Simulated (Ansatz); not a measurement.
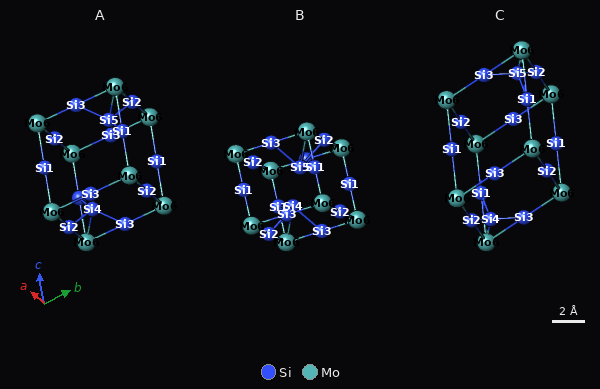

3 geometries from one relaxation of solid Si5Mo (a generated structure, set up in R-3m) (coarse preliminary run), in shuffled order. The picture is a ball-and-stick view of the cell of the calculation, seen from a free direction.

Theory: DFT PBE, scalar-relativistic, plane waves, PAW in Ansatz 0.2.0. Settings: plane-wave cutoff 420 eV; k-point mesh 3 × 3 × 3; occupations gaussian; smearing width 0.1 eV; no spin polarisation; cell and atoms relaxed; force threshold 0.04 eV/Å; at most 70 steps.

> Put them in the order of the run, from the start to the converged end.

C, A, B. They are steps 0, 7, 19, at +2966 meV per atom, +619 meV per atom relative to the last. The energy falls by 2966 meV per atom in 18 accepted moves (19 points after the start). The largest force component goes from 21 to 0.012 eV/Å. The pressure goes from 23.14 to −0.03 GPa. At 1 point the geometry stayed and the basis and grid were re-selected for the new cell (energy shift of 0.2 meV per atom at most each time). The largest moves relative to the cell, 1.68 Å, are those of Si4 and Si5. Si5 goes along [−1 −1 −1]. Mo stays in place. Cell: a = b = c 6.277 → 4.975 Å (−20.8 %), α 68.9° → 92.6°, β 68.9° → 92.6°, γ 68.9° → 92.6°. Volume −40.9 %. Some distances before and after: Si4–Si5 10.817 → 2.889 Å, Si4–Mo6 1.719 → 2.667 Å, Si1–Mo6 3.139 → 2.487 Å, Si1–Si4 2.154 → 2.447 Å. Bond angles that change, for instance: Si1–Si5–Mo6 107.8° → 58.0°, Si4–Si2–Mo6 148.6° → 114.6°, Si1–Si5–Si2 111.1° → 94.5°. The space group stays R-3m (No. 166).
